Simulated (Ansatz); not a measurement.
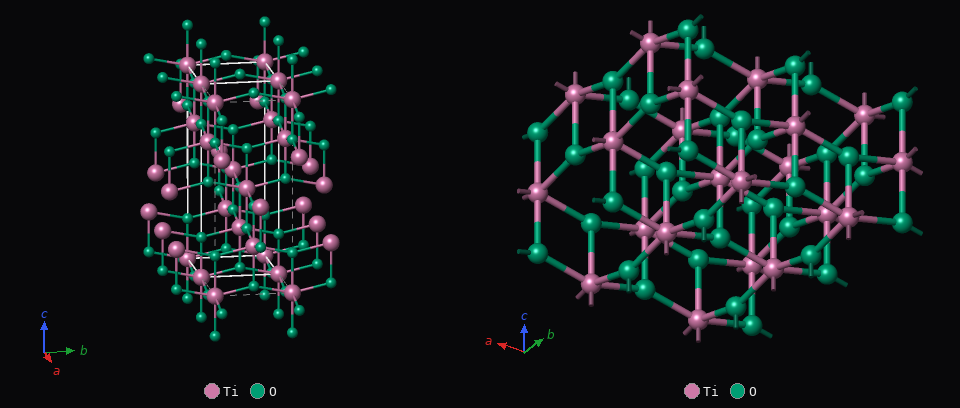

Left: the structure. Right: its underlying net. Nodes are coloured by element. Edges to nodes outside the piece are drawn as stubs.

The compound is TiO2 (space group I4_1/amd, No. 141), taken as coordinates from a relaxation with DFT, PAW plane waves, r2scan in Ansatz 0.2.0; the starting structure was generated, so it need not be a known form of this composition.

Bonds are taken as O–Ti below 2.2 Å. Simplification: prune 0- and 1-connected atoms, fold 2-connected ones into links.

The result is a binodal (3,6)-connected, three-periodic net: O is a 3-connected node; Ti is a 6-connected node, in the ratio 2:1. It is the ant net, known from anatase. It is a single net, without interpenetration.

| node | links | point symbol | coordination sequence |
| --- | --- | --- | --- |
| O | 3 | 4²·6 | 3 13 16 54 42 119 81 210 133 327 |
| Ti | 6 | 4⁴·6²·8⁸·10 | 6 8 32 28 84 60 162 106 266 164 |
